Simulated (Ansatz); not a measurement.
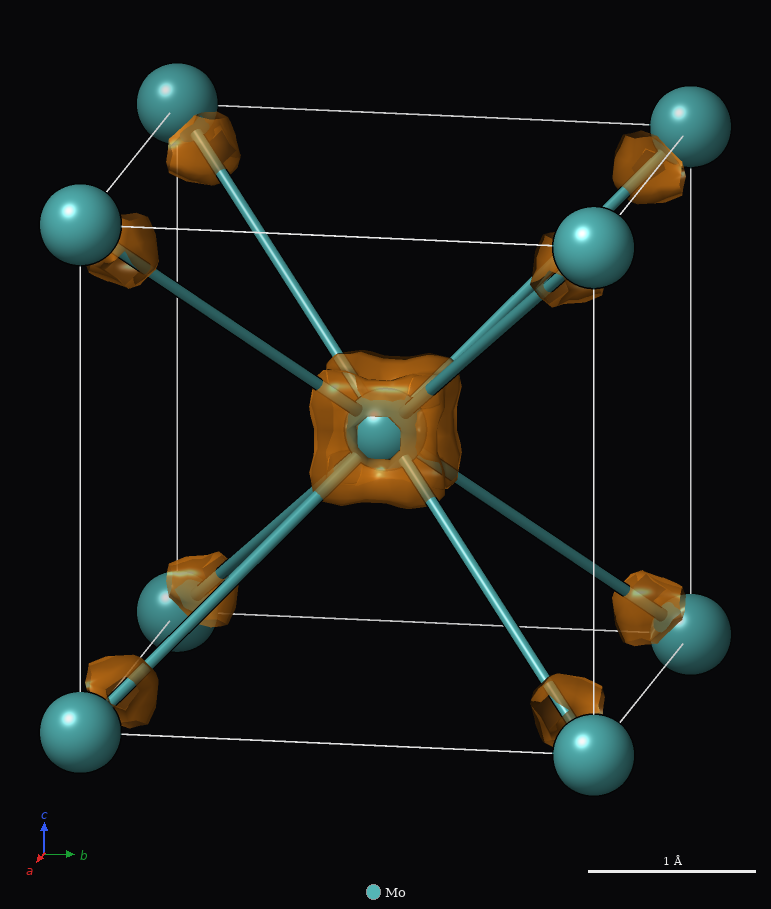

Figure 1: Mo. Density of the Kohn–Sham states from −1.2 to 0.0 eV about the Fermi level (the filled states just under the Fermi level), scaled to one electron a cell: orange surface at 0.2 1/Å³, in the conventional cell seen slightly off an axis.

Space group Im-3m; the calculation finds a residual pressure of about 3 GPa at this fixed cell.

The calculation used DFT PBE, scalar-relativistic, plane waves, PAW (Ansatz).

Core electrons are frozen (PAW), so the fields are smoothed inside the atomic spheres.

The calculation's input:

```
crystal:
  lattice:
    - [-1.573415, 1.573415, 1.573415]
    - [1.573415, -1.573415, 1.573415]
    - [1.573415, 1.573415, -1.573415]
  atoms:
    - { symbol: Mo, position: [0.0, 0.0, 0.0] }
basis:
  ecutwfc: 420
  fft_grid_basis: typed
kpoints:
  mp_grid: { grid: [16, 16, 16] }
hamiltonian:
  xc: pbe
scf:
  occupations: { method: gaussian, width: 0.05 }
  n_extra_bands: 6
output:
  forces: true
  stress: false
  eigenvalues: true
  bader: false
  write_density: false
  volumetric_format: npy
  band_densities:
    - { e_range: [-0.25, 0.25] }
    - { e_range: [-1.2, 0.0] }
    - { e_range: [0.0, 1.2] }
    - { e_range: [-7.27, -4.83] }
    - { e_range: [-4.83, -2.42] }
  dos:
    e_range: [-30, 8]
    de: 0.02
    method: { smearing: { sigma: 0.03, scheme: gaussian } }
    projected: { site_lists: { Mo: [Mo] } }
checkpoint:
  read: start.run
  write: ck
  compress: false
  write_wavefunctions: false
  write_every: 100000
```

Command:

```sh
ansatz run input.yaml --threads 2 --pin off --max-ram 4096MiB --backend cpu --events-out ev --progress --plain --runs-dir out
```

The picture shows the conventional cell (a = 3.15 Å, b = 3.15 Å, c = 3.15 Å, α = 90.00°, β = 90.00°, γ = 90.00°).

Describe these states.

Löwdin projections on the PAW files' atomic orbitals give Mo 4d (90 %) and Mo 5s (10 %).

The run took 0.54 s on 2 threads of AMD EPYC 9R45 96-Core Processor (Zen 5), on a shared host, peak memory 0.35 GiB.
